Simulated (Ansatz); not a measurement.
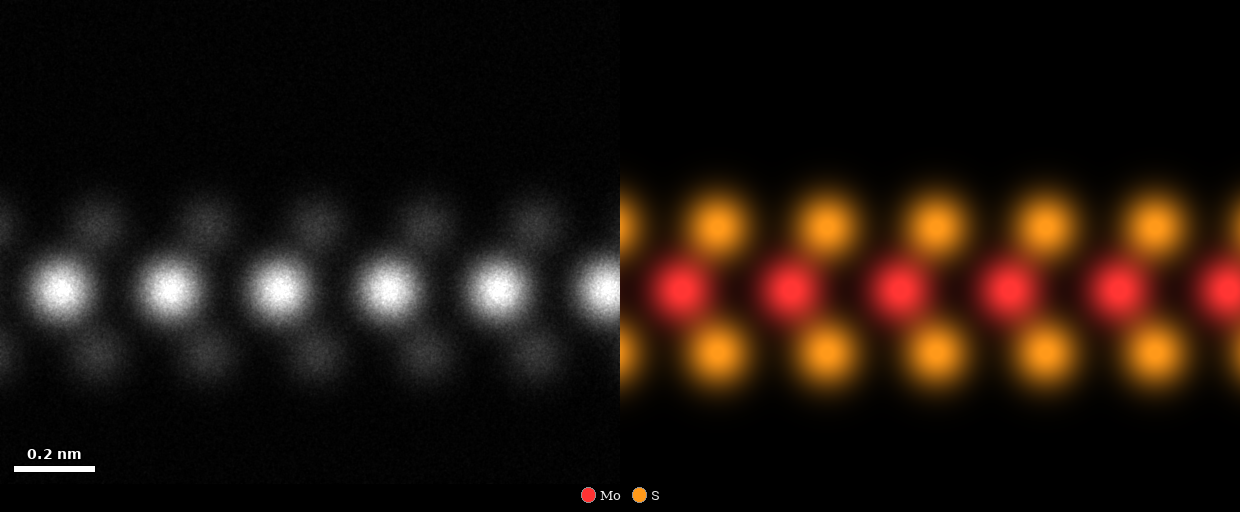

Cross-section of a slab of composition MoS2, seen along a direction in its plane, the normal pointing up. The image is simulated as a sum over atoms of Z^1.7, blurred by a 1.20 Å probe (no channelling). Shot noise was added. Structure used: the end point of a relaxation with DFT, LDA, plane waves, PAW in Ansatz 0.2.0; the starting structure was generated, so it need not be a known form of this composition. The right panel is a simulated map of the elements in the same area (atoms counted along the beam, one colour per element).

Question: How many atomic planes does the slab have, and what do they hold from top to bottom?

Answer: 3 planes (atoms within 0.35 Å in height count as one plane):

```
plane  content  depth below the top plane (Å)
    1        S                            0.0
    2       Mo                            1.6
    3        S                            3.1
```

Question: How thick is it, and how does it end on either side?

Answer: The outermost planes are 3.1 Å apart. The upper face ends in S and the lower in S, so the sequence of planes is the same from both sides.
